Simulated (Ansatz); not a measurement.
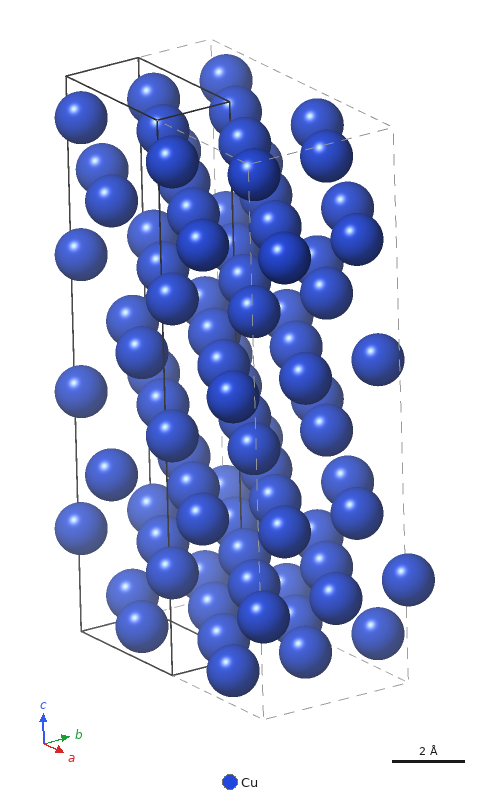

Drawn in the spheres-only manner and seen from a general direction. Solid lines give the conventional unit cell, repeated here 2×2×1 times. Cell: a = 4.364 Å, b = 2.520 Å, c = 16.487 Å, α = 90.00°, β = 92.53°, γ = 90.00°.

Caption:

The element is copper. Space group: Cm (No. 8). Lattice: base-centred monoclinic. The cell holds 16 atoms.

Its origin is a structure listed in the Materials Project. The cell was then strained or its atoms displaced on purpose. It went into a calculation with Ansatz.
